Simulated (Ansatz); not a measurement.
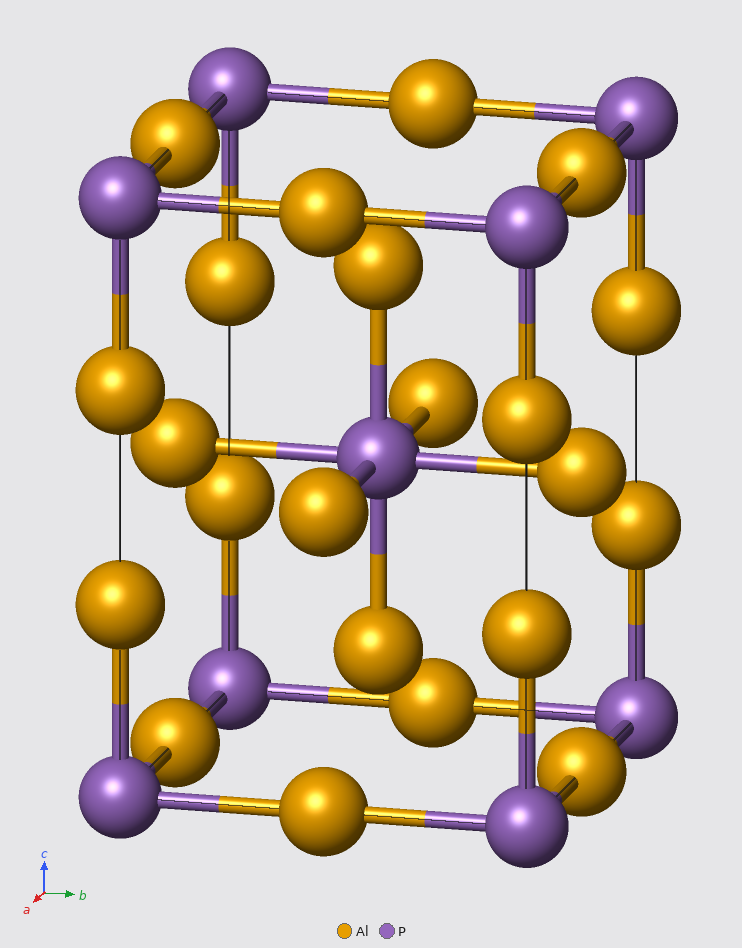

View slightly off an axis, drawn as a ball-and-stick model. The lines enclose the conventional unit cell; boundary atoms appear with their images. Cell: a = 5.03 Å, b = 5.03 Å, c = 7.43 Å, α = 90.00°, β = 90.00°, γ = 90.00°.

Origin of the cell: a structure type filled with these elements by a generator (whether the compound takes this form wasn't checked). Earlier steps of the study may have refined or changed the cell and positions. It went into a calculation with Ansatz.

> What can be read from this drawing?

The stoichiometry is Al$_{4}$P. The symmetry is that of I4/mmm (No. 139), on a body-centred tetragonal lattice. Cell content 8 Al, 2 P; Z = 2. Each P has six Al in an octahedral arrangement at about 2.4 to 2.5 Å. Al takes two kinds of site: 4e with one P at about 2.4 Å; 4c with two P in a linear arrangement at about 2.5 Å. Not all metal-metal contacts are counted. The bonds build Al4P layers parallel to (001).

Electronic-structure method: DFT PBE, scalar-relativistic, plane waves, PAW (Ansatz). Parameters: 420 eV cutoff, k-points about 0.18 Å⁻¹ apart, Gaussian smearing of 0.1 eV, no spin polarisation.

> Is the electronic structure metallic or gapped?

A metal: bands cross the Fermi level.

> What net charge does each kind of atom have (Bader)?

Al +0.45 to +0.75 e; P -2.39 e.

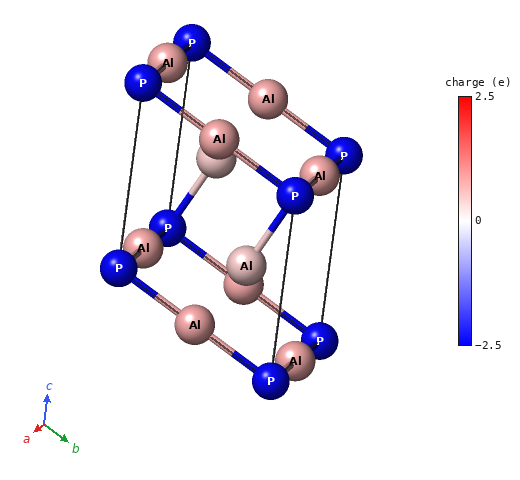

The atoms coloured by those charges. The run's cell of 5 atoms is drawn in a reduced setting, so axes and origin can differ from the first picture.

> Can this geometry be taken as optimised?

Yes. The largest force is 0.01 eV/Å. The pressure is 0.0 GPa, close to zero.
